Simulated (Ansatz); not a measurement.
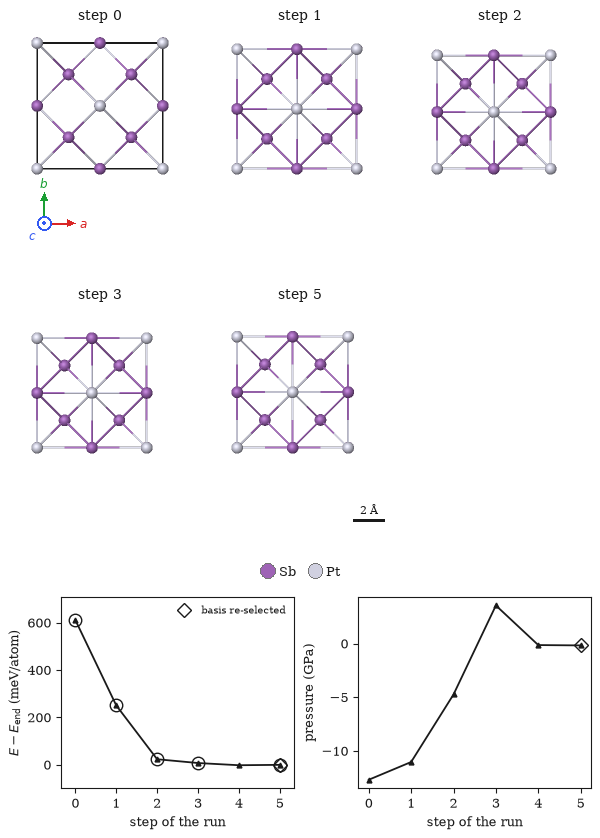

Frames of a relaxation of solid Sb$_{3}$Pt (a generated structure, set up in Fm-3m) (coarse preliminary run), marked on the history of the run. Style: ball-and-stick. Shown: the conventional cell (4 times the calculation's cell), along the c axis. Lengths and directions refer to the drawn axes.

The calculation used Ansatz, DFT PBE, scalar-relativistic, plane waves, PAW.

The input:
```yaml
crystal:
  lattice:
    - [0.0, 4.08659459, 4.08659459]
    - [4.08659459, 0.0, 4.08659459]
    - [4.08659459, 4.08659459, 0.0]
  atoms:
    - { symbol: Sb, position: [0.5, 0.5, 0.5] }
    - { symbol: Sb, position: [0.25, 0.25, 0.25] }
    - { symbol: Sb, position: [0.75, 0.75, 0.75] }
    - { symbol: Pt, position: [0.0, 0.0, 0.0] }
basis:
  ecutwfc: 420
kpoints:
  mp_grid: { grid: [4, 4, 4] }
hamiltonian:
  xc: pbe
scf:
  occupations: { method: gaussian, width: 0.1 }
  lower_state_search: "off"
output:
  forces: true
  stress: true
  eigenvalues: true
relax:
  adjacent_minimum: "off"
  f_tol: 0.04
  max_steps: 70
  cell: { stress_tol: 0.4 }
```

Command:
```bash
ansatz run input.yaml --threads 1 --pin off --max-ram 2048MiB --backend cpu --events-out ev --progress --plain --runs-dir out
```

**Describe the path.**

The energy falls by 612 meV per atom in 4 accepted moves (5 points after the start). All forces vanish by symmetry, so only the cell relaxes. The pressure goes from −12.68 to −0.17 GPa. The SCF was repeated once at an unchanged geometry on a basis and grid sized afresh for the cell, which shifted the energy by 1.6 meV per atom at most. No atom moves by more than 0.005 Å relative to the cell. The drawn cell changes as follows: a = b = c 8.173 → 7.221 Å (−11.6 %); the volume changes by −31.0 %. Among the contacts that change: Sb1–Pt4 4.087 → 3.611 Å, Sb2–Pt4 3.539 → 3.127 Å, Sb1–Sb2 3.539 → 3.127 Å. The space group stays Fm-3m (No. 225). Cost: 10 s on 1 thread of Intel(R) Xeon(R) Platinum 8488C (Sapphire Rapids) (shared host), peak memory 0.54 GiB. From step 0 to 1: volume −13.9 %, energy −361 meV per atom. From step 1 to 2: volume −14.6 %, energy −227 meV per atom. From step 2 to 3: volume −9.9 %, energy −16.0 meV per atom. From step 3 to 5: volume +4.1 %, energy −7.7 meV per atom.
